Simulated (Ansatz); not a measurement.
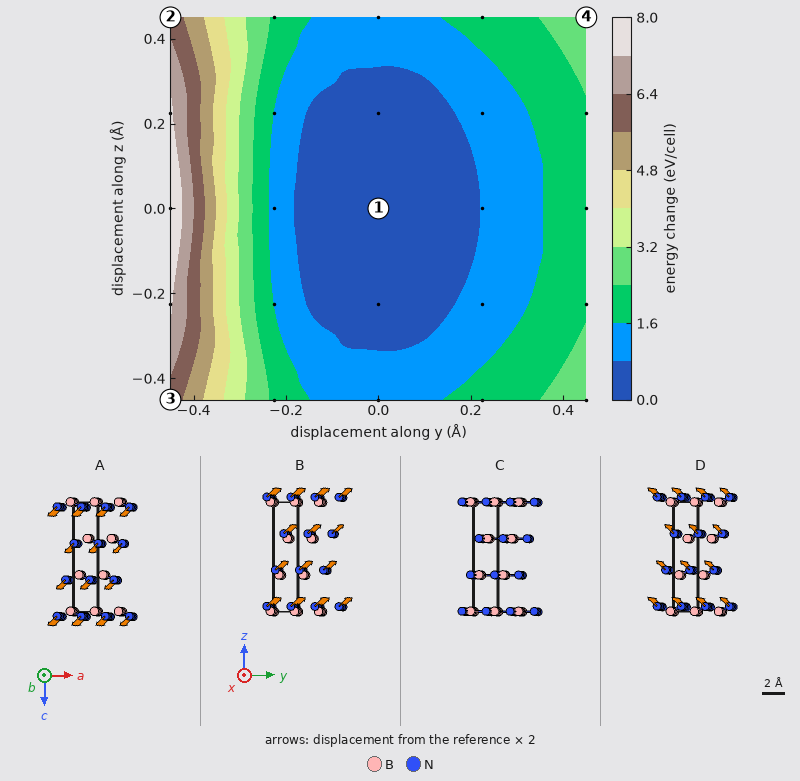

Energy scan for a crystal of BN (R3m), in which the N atom (one in each cell of 2 atoms) is moved over the plane of the Cartesian directions y and z, all else fixed. The map is interpolated between the computed points (dots). The frames are shuffled; each belongs to one numbered point. Style: ball-and-stick. Shown: the conventional cell (3 times the calculation's cell), repeated 2 × 3 × 1 with one cell outlined, nearly along the normal of the scanned plane. Orange arrows: displacements from the reference. Lengths and directions refer to the drawn axes.

Theory: Ansatz, DFT r2SCAN, scalar-relativistic, plane waves, PAW. Set-up: plane-wave cutoff 500 eV; k-point mesh 12 × 12 × 12; occupations methfessel paxton; smearing width 0.2 eV; no spin polarisation. Energies (free energies at the smearing named) are counted from the cell as listed in its source, which wasn't relaxed.

Which frame belongs to which numbered point?

Answer. Point 1 is frame C, at (0.000, 0.000) and 0.00 eV/cell; 2 is frame D, at (−0.450, 0.450) and 6.07 eV/cell; 3 is frame A, at (−0.450, −0.450) and 6.03 eV/cell; 4 is frame B, at (0.450, 0.450) and 2.81 eV/cell. In pairs of (displacement along y (Å); displacement along z (Å)): the lowest computed point lies at (0.000, 0.000) (0.00 eV/cell), the highest at (−0.450, 0.000) (7.95 eV/cell).
